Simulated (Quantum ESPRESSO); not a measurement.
**BaTiO$_{3}$: relaxation of cell and atoms**

- system: BaTiO$_{3}$ (P4mm, 5 atoms in the cell)
- method: Kohn-Sham DFT of a periodic cell, AM05 with D4, PseudoDojo 0.4.1 SR PBE standard, no spin polarisation (Quantum ESPRESSO 7.5)

The structure derives from an entry of the Crystallography Open Database.

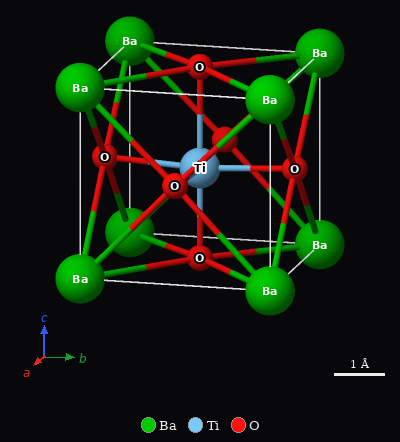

The structure as given in the input (ball-and-stick view of the cell of the calculation, seen slightly off an axis). An atom can appear more than once, as a periodic image.

**Input**
```python
import numpy as np
from ase.calculators.espresso import Espresso, EspressoProfile
from ase.io import read

atoms = read('POSCAR')

input_data = {
    'control': {'calculation': 'scf', 'prefix': 'pwscf', 'outdir': './tmp', 'tprnfor': True, 'tstress': True, 'disk_io': 'low'},
    'system': {'ecutwfc': 84.0, 'nbnd': 28, 'input_dft': 'XC-000I-000I-120L-135L-000I-000I', 'occupations': 'smearing', 'smearing': 'fd', 'degauss': 0.00367493},
    'electrons': {'conv_thr': 1e-09, 'electron_maxstep': 120, 'mixing_beta': 0.5},
}
pseudopotentials = {'O': 'O.upf', 'Ba': 'Ba.upf', 'Ti': 'Ti.upf'}
profile = EspressoProfile(command='pw.x', pseudo_dir='pseudo')
dft = Espresso(profile=profile, input_data=input_data, pseudopotentials=pseudopotentials, kpts=(7, 7, 7), koffset=(0, 0, 0))
from ase.calculators.mixing import SumCalculator
from dftd4.ase import DFTD4
d4 = DFTD4(method='am05')
atoms.calc = SumCalculator([dft, d4])

from ase.optimize import LBFGS
from ase.filters import FrechetCellFilter
done = LBFGS(FrechetCellFilter(atoms), trajectory='opt.traj').run(fmax=0.02, steps=30)
print('converged', done)
print('cell (A)', np.round(atoms.cell.cellpar(), 5))
print(f'energy {atoms.get_potential_energy():.8f} eV')
print('forces (eV/A)')
print(np.round(atoms.get_forces(), 6))
print('stress (eV/A^3, Voigt)')
print(np.round(atoms.get_stress(), 8))
print(f'Fermi level {dft.get_fermi_level():.4f} eV')
print(f'D4 part {d4.get_potential_energy(atoms):.8f} eV')
atoms.write('final.traj')
```

**File POSCAR**
```
BaTiO3
1.0
    3.9998000000      0.0000000000      0.0000000000
    0.0000000000      3.9998000000      0.0000000000
    0.0000000000      0.0000000000      4.0180000000
Ba Ti O
1 1 3
Direct
    0.0000000000      0.0000000000      0.0000000000
    0.5000000000      0.5000000000      0.4900000000
    0.0000000000      0.5000000000      0.5170000000
    0.5000000000      0.0000000000      0.5170000000
    0.5000000000      0.5000000000      0.0190000000
```

Machine: 1 thread of AMD EPYC (Zen 3), 24 GiB of memory available, shared host.

Launch command:
```bash
OMP_NUM_THREADS=1 python run.py
```

**The program's output**
```
Step          Energy          fmax
LBFGS:    0    -3726.835318        0.409073
LBFGS:    1    -3726.843031        0.334017
LBFGS:    2    -3726.859593        0.220549
LBFGS:    3    -3726.861018        0.105471
LBFGS:    4    -3726.861754        0.095911
LBFGS:    5    -3726.863762        0.063438
LBFGS:    6    -3726.863942        0.062422
LBFGS:    7    -3726.864189        0.073939
LBFGS:    8    -3726.864546        0.077107
LBFGS:    9    -3726.865181        0.063067
LBFGS:   10    -3726.865768        0.034253
LBFGS:   11    -3726.866061        0.030096
LBFGS:   12    -3726.866147        0.026246
LBFGS:   13    -3726.866210        0.018162
converged True
cell (A) [ 3.95116  3.95116  4.0504  90.      90.      90.     ]
energy -3726.86621035 eV
forces (eV/A)
[[ 0.        0.       -0.018017]
 [-0.       -0.       -0.017723]
 [ 0.       -0.        0.013019]
 [-0.        0.        0.013019]
 [-0.       -0.        0.009703]]
stress (eV/A^3, Voigt)
[ 0.00055058  0.00055058  0.00116503 -0.         -0.          0.        ]
Fermi level 11.6006 eV
D4 part -0.63278266 eV
```

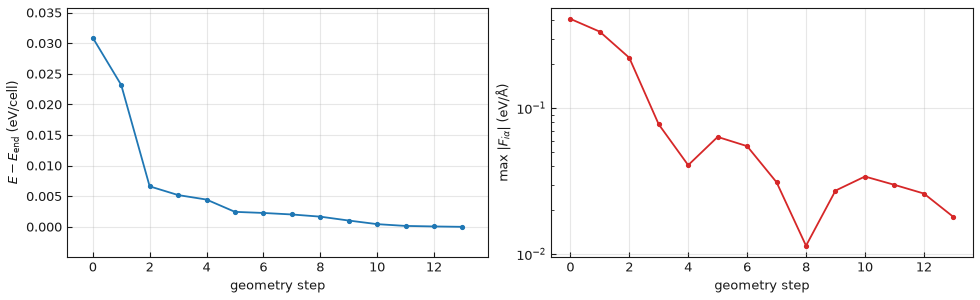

Progress of the relaxation, step by step (steps are counted from 0).

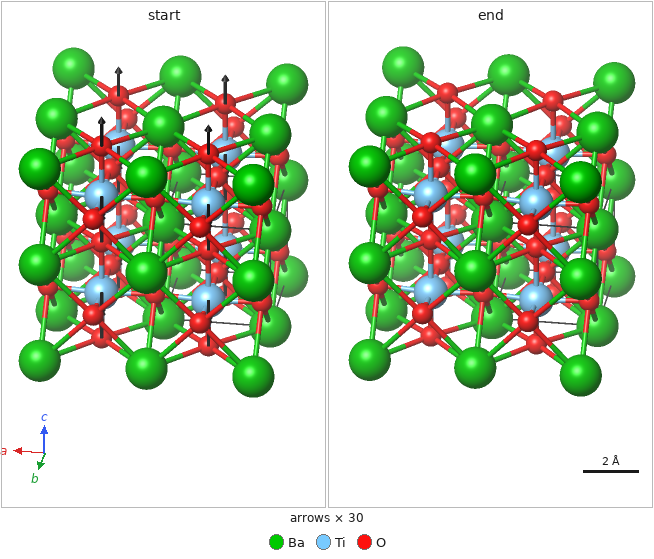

Before (left) and after (right) the relaxation, at one scale (ball-and-stick view of the cell of the calculation, repeated 2 × 2 × 2, seen at an oblique angle). The black arrows give the displacements (without the part carried along by the change of the cell), magnified 30 times. The energy falls by 30.9 meV per cell of the calculation in 13 geometry steps. Largest force component: 0.41 eV/Å at the start, 0.018 eV/Å at the end. O5 moves most relative to the cell: 0.041 Å. Largest moves by element: O 0.041 Å, Ti 0.033 Å, Ba 0.005 Å. The volume changes by −1.6 %, with a = b 4.000 → 3.951 Å (−1.2 %), c 4.018 → 4.050 Å (+0.8 %). Distances before and after: Ti2–O5 2.126 → 2.217 Å, Ba1–O5 2.829 → 2.797 Å, Ti2–O3 2.003 → 1.981 Å, Ba1–O3 2.787 → 2.778 Å. The space group stays P4mm (No. 99). (Atoms are counted from 1 in the order of the input.)

**Results in brief**

- outcome: converged
- space group (tolerance 0.01 Å): P4mm (99)
- electrons treated: 40
- free energy: −3726.8665 eV
- dispersion energy: −0.6328 eV
- Fermi energy: 11.601 eV
- gap on the k-point mesh: 1.98 eV
- pressure: −0.12 GPa
- final volume: 63.23 Å³
- largest force (length of the vector) at the end: 0.018 eV/Å
- final cell: a = 3.951 Å, b = 3.951 Å, c = 4.050 Å, α = 90.00°, β = 90.00°, γ = 90.00°
- wall time: 19 min
- peak memory: 0.17 GiB

Further notes kept with the run: potentials made for another functional. Points of doubt noted for this run: potentials made for another functional.
